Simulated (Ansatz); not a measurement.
**Run report: Sr5Ti4O15, geometry relaxation (part 3 of 3)**

Sr5Ti4O15 (slab, 24 atoms in the cell); DFT PBEsol, scalar-relativistic, plane waves, PAW, no spin polarisation (Ansatz 0.2.0); cutoff 420 eV, 6×6×1 k-mesh, Gaussian smearing of 0.05 eV. The structure derives from an entry of the Crystallography Open Database. It belongs to a series of runs on one base structure; here: (1 1 1) slab, atoms relaxed.

Geometry of the input (Å; fractional positions):
```
5.5029  0.0000  0.0000
-2.7514  4.7656  0.0000
0.0000  0.0000  23.9862
Sr 0.6667  0.3333  0.3127
O  0.1667  0.8333  0.3127
O  0.1667  0.3333  0.3127
O  0.6667  0.8333  0.3127
Ti 0.0000  0.0000  0.3595
Sr 0.3333  0.6667  0.4063
O  0.8333  0.1667  0.4063
O  0.8333  0.6667  0.4063
O  0.3333  0.1667  0.4063
Ti 0.6667  0.3333  0.4532
Sr 0.0000  0.0000  0.5000
O  0.5000  0.5000  0.5000
O  0.5000  0.0000  0.5000
O  -0.0000  0.5000  0.5000
Ti 0.3333  0.6667  0.5468
Sr 0.6667  0.3333  0.5937
O  0.1667  0.8333  0.5937
O  0.1667  0.3333  0.5937
O  0.6667  0.8333  0.5937
Ti 0.0000  0.0000  0.6405
Sr 0.3333  0.6667  0.6873
O  0.8333  0.1667  0.6873
O  0.8333  0.6667  0.6873
O  0.3333  0.1667  0.6873
```

Output, continued
```
  k-point 6: bands = ["-54.6971", "-54.6971", "-53.9152", "-53.9152", "-31.8875", "-31.8875", "-31.2847", "-31.1803", "-31.1803", "-31.1305", "-31.1305", "-31.1289", "-31.1165", "-31.0048", "-31.0048", "-30.4353", "-30.4353", "-30.4322", "-30.4322", "-30.3899", "-30.3891", "-16.0527", "-16.0527", "-15.9180", "-15.8035", "-15.2259", "-15.2259", "-15.0844", "-15.0817", "-15.0817", "-15.0355", "-15.0355", "-14.7351", "-14.6376", "-14.3281", "-14.3281", "-13.8913", "-13.8913", "-13.4963", "-13.4963", "-13.3901", "-13.3771", "-13.1451", "-13.0369", "-13.0369", "-12.7950", "-12.7739", "-12.7651", "-12.7651", "-12.6949", "-12.6949", "-3.0206", "-3.0206", "-2.9327", "-2.7908", "-2.6076", "-2.6076", "-2.4381", "-2.3142", "-2.3142", "-2.1096", "-2.1096", "-1.9773", "-1.7126", "-1.6933", "-1.6933", "-1.4852", "-1.4852", "-1.3674", "-1.3674", "-1.3513", "-0.7125", "-0.6827", "-0.6487", "-0.6487", "-0.4285", "-0.3763", "-0.3418", "-0.3418", "-0.2718", "-0.2718", "-0.1425", "-0.1425", "-0.0594", "0.1616", "0.1616", "0.3362", "0.4841", "0.4841", "0.6516", "0.6516", "0.7302", "0.8195", "0.8195", "0.8503", "0.8880", "4.6917", "4.7087", "4.7087", "5.1476", "5.1477", "5.1694", "5.6609", "5.7026", "5.7026", "5.7507", "5.7507", "5.7554", "6.9505", "7.1418", "7.1418", "7.1813", "7.1813", "7.9055", "7.9336", "8.1159", "8.1159", "8.6213"]
--- Relaxed structure (7 steps of the walk, 7 accepted, 0 SCFs on fresh bases) ---
  F+E_penalty+E_count = -35795.25114999 eV   max|allowed force component| = 5.373e-3 eV/Å
  atoms:
    - { symbol: Sr, position: [0.6666666666666666, 0.3333333333333333, 0.3130043089579106] }
    - { symbol: O, position: [0.16632707687377596, 0.833672923126224, 0.3149144209390638] }
    - { symbol: O, position: [0.1663270768737759, 0.3326541537475518, 0.3149144209390638] }
    - { symbol: O, position: [0.6673458462524482, 0.833672923126224, 0.3149144209390638] }
    - { symbol: Ti, position: [-2.1361769176360293e-18, -1.4598205851443984e-19, 0.35315077277648527] }
    - { symbol: Sr, position: [0.3333333333333333, 0.6666666666666667, 0.4003890391153302] }
    - { symbol: O, position: [0.8323517468054089, 0.16764825319459103, 0.4075310368568576] }
    - { symbol: O, position: [0.8323517468054089, 0.6647034936108179, 0.4075310368568576] }
    - { symbol: O, position: [0.33529650638918207, 0.16764825319459103, 0.4075310368568576] }
    - { symbol: Ti, position: [0.6666666666666666, 0.3333333333333333, 0.45223384991151033] }
    - { symbol: Sr, position: [-8.447358128558755e-20, -1.459820585120948e-19, 0.5000000327148703] }
    - { symbol: O, position: [0.49999989055025473, 0.5000001094497452, 0.4999999414440734] }
    - { symbol: O, position: [0.4999998905502547, -2.1889949052413783e-7, 0.4999999414440734] }
    - { symbol: O, position: [2.1889949045061918e-7, 0.5000001094497452, 0.4999999414440734] }
    - { symbol: Ti, position: [0.3333333333333333, 0.6666666666666667, 0.5477662976548318] }
    - { symbol: Sr, position: [0.6666666666666666, 0.3333333333333333, 0.5996109371481377] }
    - { symbol: O, position: [0.1676481746845895, 0.8323518253154104, 0.5924690214443713] }
    - { symbol: O, position: [0.16764817468458948, 0.33529634936917896, 0.5924690214443713] }
    - { symbol: O, position: [0.664703650630821, 0.8323518253154104, 0.5924690214443713] }
    - { symbol: Ti, position: [1.9672430280688616e-18, -1.4598205851412772e-19, 0.6468493337946786] }
    - { symbol: Sr, position: [0.3333333333333333, 0.6666666666666667, 0.6869956233086612] }
    - { symbol: O, position: [0.8336729778365628, 0.1663270221634371, 0.6850855141881613] }
    - { symbol: O, position: [0.8336729778365628, 0.6673459556731258, 0.6850855141881613] }
    - { symbol: O, position: [0.3326540443268742, 0.1663270221634371, 0.6850855141881613] }
```

Trajectory as extended XYZ (Å, eV, eV/Å), 7 frames, from step=1 to step=7
```
24
Lattice="5.5029 0.0000 0.0000 -2.7514 4.7656 0.0000 0.0000 0.0000 23.9862" Properties=species:S:1:pos:R:3:forces:R:3 step=1 energy=-35794.76558
Sr    2.7514    1.5885    7.5000    0.0000   0.0000  -0.1313
O    -1.3757    3.9714    7.5000   -0.5532   0.3194   0.3870
O     0.0000    1.5885    7.5000    0.0000  -0.6388   0.3870
O     1.3757    3.9714    7.5000    0.5532   0.3194   0.3870
Ti    0.0000    0.0000    8.6233    0.0000   0.0000  -1.7125
Sr    0.0000    3.1771    9.7465    0.0000   0.0000  -0.5395
O     4.1272    0.7943    9.7465   -0.3829   0.2211   0.5002
O     2.7514    3.1771    9.7465    0.0000  -0.4422   0.5002
O     1.3757    0.7943    9.7465    0.3829   0.2211   0.5002
Ti    2.7514    1.5885   10.8698    0.0000   0.0000  -0.5185
Sr    0.0000    0.0000   11.9931    0.0000   0.0000   0.0000
O     1.3757    2.3828   11.9931   -0.0002   0.0001   0.0002
O     2.7514    0.0000   11.9931    0.0000  -0.0003   0.0002
O    -1.3757    2.3828   11.9931    0.0002   0.0001   0.0002
Ti    0.0000    3.1771   13.1163    0.0000   0.0000   0.5184
Sr    2.7514    1.5885   14.2396    0.0000   0.0000   0.5395
O    -1.3757    3.9714   14.2396    0.3831  -0.2212  -0.5003
O     0.0000    1.5885   14.2396    0.0000   0.4424  -0.5003
O     1.3757    3.9714   14.2396   -0.3831  -0.2212  -0.5003
Ti    0.0000    0.0000   15.3629    0.0000   0.0000   1.7126
Sr    0.0000    3.1771   16.4862    0.0000   0.0000   0.1313
O     4.1272    0.7943   16.4862    0.5532  -0.3194  -0.3870
O     2.7514    3.1771   16.4862    0.0000   0.6388  -0.3870
O     1.3757    0.7943   16.4862   -0.5532  -0.3194  -0.3870
24
Lattice="5.5029 0.0000 0.0000 -2.7514 4.7656 0.0000 0.0000 0.0000 23.9862" Properties=species:S:1:pos:R:3:forces:R:3 step=2 energy=-35794.95254
Sr    2.7514    1.5885    7.4329    0.0000   0.0000   0.0534
O    -1.4110    3.9917    7.4843   -0.2112   0.1219   0.3234
O     0.0000    1.5478    7.4843    0.0000  -0.2438   0.3234
O     1.4110    3.9917    7.4843    0.2112   0.1219   0.3234
Ti    0.0000    0.0000    8.6183    0.0000   0.0000  -1.3850
Sr    0.0000    3.1771    9.5517    0.0000   0.0000   0.1850
O     4.1250    0.7955    9.7620   -0.1901   0.1098   0.1110
O     2.7514    3.1746    9.7620    0.0000  -0.2195   0.1110
O     1.3779    0.7955    9.7620    0.1901   0.1098   0.1110
Ti    2.7514    1.5885   10.8708    0.0000   0.0000   0.0172
Sr    0.0000    0.0000   11.9931    0.0000   0.0000   0.0001
O     1.3757    2.3828   11.9931    0.0005  -0.0003  -0.0004
O     2.7514    0.0000   11.9931    0.0000   0.0006  -0.0004
O    -1.3757    2.3828   11.9931   -0.0005  -0.0003  -0.0004
Ti    0.0000    3.1771   13.1154    0.0000   0.0000  -0.0169
Sr    2.7514    1.5885   14.4344    0.0000   0.0000  -0.1850
O    -1.3735    3.9701   14.2241    0.1897  -0.1095  -0.1107
O     0.0000    1.5911   14.2241    0.0000   0.2190  -0.1107
O     1.3735    3.9701   14.2241   -0.1897  -0.1095  -0.1107
Ti    0.0000    0.0000   15.3679    0.0000   0.0000   1.3847
Sr    0.0000    3.1771   16.5533    0.0000   0.0000  -0.0534
O     4.1624    0.7739   16.5018    0.2112  -0.1219  -0.3234
O     2.7514    3.2178   16.5018    0.0000   0.2438  -0.3234
O     1.3405    0.7739   16.5018   -0.2112  -0.1219  -0.3234
24
Lattice="5.5029 0.0000 0.0000 -2.7514 4.7656 0.0000 0.0000 0.0000 23.9862" Properties=species:S:1:pos:R:3:forces:R:3 step=3 energy=-35795.05128
Sr    2.7514    1.5885    7.4589    0.0000   0.0000   0.0806
O    -1.4127    3.9927    7.5148   -0.0502   0.0290   0.1734
O     0.0000    1.5458    7.5148    0.0000  -0.0580   0.1734
O     1.4127    3.9927    7.5148    0.0502   0.0290   0.1734
Ti    0.0000    0.0000    8.6075    0.0000   0.0000  -1.1312
Sr    0.0000    3.1771    9.5932    0.0000   0.0000   0.0533
O     4.1190    0.7990    9.7662   -0.1263   0.0729   0.1797
O     2.7514    3.1677    9.7662    0.0000  -0.1458   0.1797
O     1.3838    0.7990    9.7662    0.1263   0.0729   0.1797
Ti    2.7514    1.5885   10.8748    0.0000   0.0000  -0.1762
Sr    0.0000    0.0000   11.9931    0.0000   0.0000   0.0000
O     1.3757    2.3828   11.9931   -0.0003   0.0001   0.0002
O     2.7514    0.0000   11.9931    0.0000  -0.0003   0.0002
O    -1.3757    2.3828   11.9931    0.0003   0.0001   0.0002
Ti    0.0000    3.1771   13.1114    0.0000   0.0000   0.1761
Sr    2.7514    1.5885   14.3930    0.0000   0.0000  -0.0533
O    -1.3676    3.9667   14.2199    0.1266  -0.0731  -0.1800
O     0.0000    1.5979   14.2199    0.0000   0.1461  -0.1800
O     1.3676    3.9667   14.2199   -0.1266  -0.0731  -0.1800
Ti    0.0000    0.0000   15.3786    0.0000   0.0000   1.1313
Sr    0.0000    3.1771   16.5272    0.0000   0.0000  -0.0806
O     4.1642    0.7729   16.4714    0.0502  -0.0290  -0.1734
O     2.7514    3.2198   16.4714    0.0000   0.0580  -0.1734
O     1.3387    0.7729   16.4714   -0.0502  -0.0290  -0.1734
24
Lattice="5.5029 0.0000 0.0000 -2.7514 4.7656 0.0000 0.0000 0.0000 23.9862" Properties=species:S:1:pos:R:3:forces:R:3 step=4 energy=-35795.19249
Sr    2.7514    1.5885    7.5533    0.0000   0.0000  -0.2091
O    -1.4009    3.9859    7.5403    0.2225  -0.1285   0.0244
O     0.0000    1.5594    7.5403    0.0000   0.2570   0.0244
O     1.4009    3.9859    7.5403   -0.2225  -0.1285   0.0244
Ti    0.0000    0.0000    8.5090    0.0000   0.0000  -0.1470
Sr    0.0000    3.1771    9.6466    0.0000   0.0000  -0.1664
O     4.1078    0.8055    9.7613    0.0791  -0.0457   0.1674
O     2.7514    3.1547    9.7613    0.0000   0.0914   0.1674
O     1.3951    0.8055    9.7613   -0.0791  -0.0457   0.1674
Ti    2.7514    1.5885   10.8641    0.0000   0.0000  -0.2339
Sr    0.0000    0.0000   11.9931    0.0000   0.0000   0.0000
O     1.3757    2.3828   11.9931    0.0004  -0.0003  -0.0003
O     2.7514    0.0000   11.9931    0.0000   0.0005  -0.0003
O    -1.3757    2.3828   11.9931   -0.0004  -0.0003  -0.0003
Ti    0.0000    3.1771   13.1221    0.0000   0.0000   0.2339
Sr    2.7514    1.5885   14.3396    0.0000   0.0000   0.1665
O    -1.3563    3.9601   14.2248   -0.0797   0.0460  -0.1670
O     0.0000    1.6110   14.2248    0.0000  -0.0920  -0.1670
O     1.3563    3.9601   14.2248    0.0797   0.0460  -0.1670
Ti    0.0000    0.0000   15.4772    0.0000   0.0000   0.1470
Sr    0.0000    3.1771   16.4329    0.0000   0.0000   0.2089
O     4.1524    0.7797   16.4458   -0.2225   0.1284  -0.0244
O     2.7514    3.2062   16.4458    0.0000  -0.2569  -0.0244
O     1.3505    0.7797   16.4458    0.2225   0.1284  -0.0244
24
Lattice="5.5029 0.0000 0.0000 -2.7514 4.7656 0.0000 0.0000 0.0000 23.9862" Properties=species:S:1:pos:R:3:forces:R:3 step=5 energy=-35795.24597
Sr    2.7514    1.5885    7.5191    0.0000   0.0000  -0.0404
O    -1.3776    3.9724    7.5524   -0.0174   0.0101   0.0377
O     0.0000    1.5864    7.5524    0.0000  -0.0201   0.0377
O     1.3776    3.9724    7.5524    0.0174   0.0101   0.0377
Ti    0.0000    0.0000    8.4718    0.0000   0.0000   0.0063
Sr    0.0000    3.1771    9.6377    0.0000   0.0000  -0.1186
O     4.1215    0.7975    9.7786   -0.0300   0.0173  -0.0121
O     2.7514    3.1706    9.7786    0.0000  -0.0347  -0.0121
O     1.3813    0.7975    9.7786    0.0300   0.0173  -0.0121
Ti    2.7514    1.5885   10.8464    0.0000   0.0000  -0.0056
Sr    0.0000    0.0000   11.9930    0.0000   0.0000   0.0006
O     1.3757    2.3828   11.9930    0.0000   0.0000   0.0002
O     2.7514    0.0000   11.9930    0.0000   0.0000   0.0002
O    -1.3757    2.3828   11.9930    0.0000   0.0000   0.0002
Ti    0.0000    3.1771   13.1397    0.0000   0.0000   0.0056
Sr    2.7514    1.5885   14.3486    0.0000   0.0000   0.1179
O    -1.3701    3.9681   14.2076    0.0300  -0.0173   0.0118
O     0.0000    1.5950   14.2076    0.0000   0.0347   0.0118
O     1.3701    3.9681   14.2076   -0.0300  -0.0173   0.0118
Ti    0.0000    0.0000   15.5144    0.0000   0.0000  -0.0061
Sr    0.0000    3.1771   16.4670    0.0000   0.0000   0.0408
O     4.1290    0.7932   16.4338    0.0176  -0.0101  -0.0378
O     2.7514    3.1792   16.4338    0.0000   0.0203  -0.0378
O     1.3739    0.7932   16.4338   -0.0176  -0.0101  -0.0378
24
Lattice="5.5029 0.0000 0.0000 -2.7514 4.7656 0.0000 0.0000 0.0000 23.9862" Properties=species:S:1:pos:R:3:forces:R:3 step=6 energy=-35795.25051
Sr    2.7514    1.5885    7.5003    0.0000   0.0000   0.0328
O    -1.3796    3.9736    7.5527    0.0200  -0.0116  -0.0111
O     0.0000    1.5841    7.5527    0.0000   0.0231  -0.0111
O     1.3796    3.9736    7.5527   -0.0200  -0.0116  -0.0111
Ti    0.0000    0.0000    8.4717    0.0000   0.0000   0.0075
Sr    0.0000    3.1771    9.6103    0.0000   0.0000  -0.0310
O     4.1196    0.7986    9.7743   -0.0149   0.0086   0.0142
O     2.7514    3.1684    9.7743    0.0000  -0.0172   0.0142
O     1.3832    0.7986    9.7743    0.0149   0.0086   0.0142
Ti    2.7514    1.5885   10.8452    0.0000   0.0000   0.0054
Sr    0.0000    0.0000   11.9931    0.0000   0.0000   0.0001
O     1.3757    2.3828   11.9931    0.0001  -0.0001   0.0001
O     2.7514    0.0000   11.9931    0.0000   0.0001   0.0001
O    -1.3757    2.3828   11.9931   -0.0001  -0.0001   0.0001
Ti    0.0000    3.1771   13.1410    0.0000   0.0000  -0.0055
Sr    2.7514    1.5885   14.3759    0.0000   0.0000   0.0309
O    -1.3682    3.9670   14.2119    0.0147  -0.0085  -0.0146
O     0.0000    1.5972   14.2119    0.0000   0.0170  -0.0146
O     1.3682    3.9670   14.2119   -0.0147  -0.0085  -0.0146
Ti    0.0000    0.0000   15.5144    0.0000   0.0000  -0.0074
Sr    0.0000    3.1771   16.4860    0.0000   0.0000  -0.0332
O     4.1310    0.7920   16.4334   -0.0202   0.0117   0.0115
O     2.7514    3.1816   16.4334    0.0000  -0.0233   0.0115
O     1.3718    0.7920   16.4334    0.0202   0.0117   0.0115
24
Lattice="5.5029 0.0000 0.0000 -2.7514 4.7656 0.0000 0.0000 0.0000 23.9862" Properties=species:S:1:pos:R:3:forces:R:3 step=7 energy=-35795.25115
Sr    2.7514    1.5885    7.5078    0.0000   0.0000   0.0032
O    -1.3785    3.9730    7.5536    0.0020  -0.0011  -0.0018
O     0.0000    1.5853    7.5536    0.0000   0.0023  -0.0018
O     1.3785    3.9730    7.5536   -0.0020  -0.0011  -0.0018
Ti    0.0000    0.0000    8.4707    0.0000   0.0000   0.0053
Sr    0.0000    3.1771    9.6038    0.0000   0.0000  -0.0038
O     4.1191    0.7989    9.7751   -0.0005   0.0003   0.0009
O     2.7514    3.1677    9.7751    0.0000  -0.0006   0.0009
O     1.3838    0.7989    9.7751    0.0005   0.0003   0.0009
Ti    2.7514    1.5885   10.8474    0.0000   0.0000   0.0026
Sr    0.0000    0.0000   11.9931    0.0000   0.0000   0.0000
O     1.3757    2.3828   11.9931    0.0000   0.0000   0.0000
O     2.7514    0.0000   11.9931    0.0000   0.0000   0.0000
O    -1.3757    2.3828   11.9931    0.0000   0.0000   0.0000
Ti    0.0000    3.1771   13.1388    0.0000   0.0000  -0.0026
Sr    2.7514    1.5885   14.3824    0.0000   0.0000   0.0038
O    -1.3676    3.9667   14.2111    0.0005  -0.0003  -0.0009
O     0.0000    1.5979   14.2111    0.0000   0.0006  -0.0009
O     1.3676    3.9667   14.2111   -0.0005  -0.0003  -0.0009
Ti    0.0000    0.0000   15.5154    0.0000   0.0000  -0.0054
Sr    0.0000    3.1771   16.4784    0.0000   0.0000  -0.0032
O     4.1300    0.7927   16.4326   -0.0020   0.0012   0.0018
O     2.7514    3.1803   16.4326    0.0000  -0.0023   0.0018
O     1.3729    0.7927   16.4326    0.0020   0.0012   0.0018
```

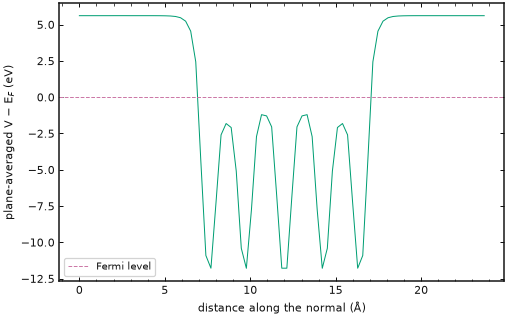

*Plane average of the electrostatic potential energy of an electron across the cell, from the Fermi level.*

The vacuum level lies 5.61 eV above the Fermi level.

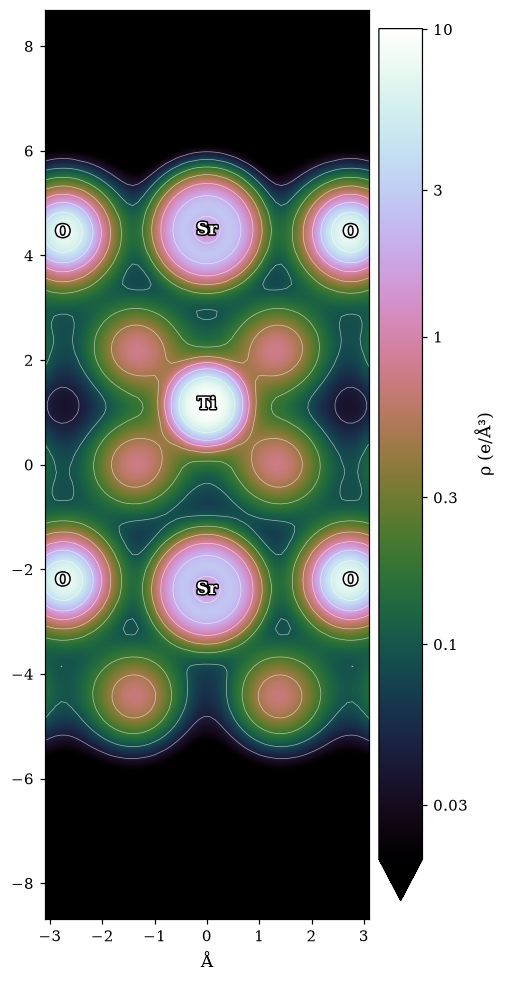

*Valence pseudo-density on the (010) plane of the calculation cell, a cut from vacuum to vacuum.*

Atoms in the plane: Sr, O and Ti. Sr–O (2.76 Å): ρ at the midpoint is about 0.15 e/Å³. The density dies away to nearly zero in the vacuum. In a PAW calculation such maps are meaningful between the atoms, not at the nuclei.

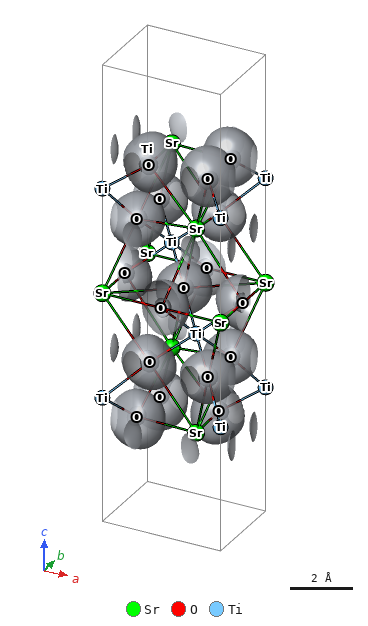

*Isosurface of the electron localisation function at 0.65 (grey), seen slightly off an axis. Core shells and regions of very low density are left out. Sticks mark near contacts.*

Along the contacts the grid gives the following. Ti–O (1.83 Å): the ELF is about 0.25 at the midpoint; no shared pair; the contact is polar. Sr–O (2.60 Å): the ELF is about 0.05 at the midpoint; a polar contact without a shared pair, in a metal.
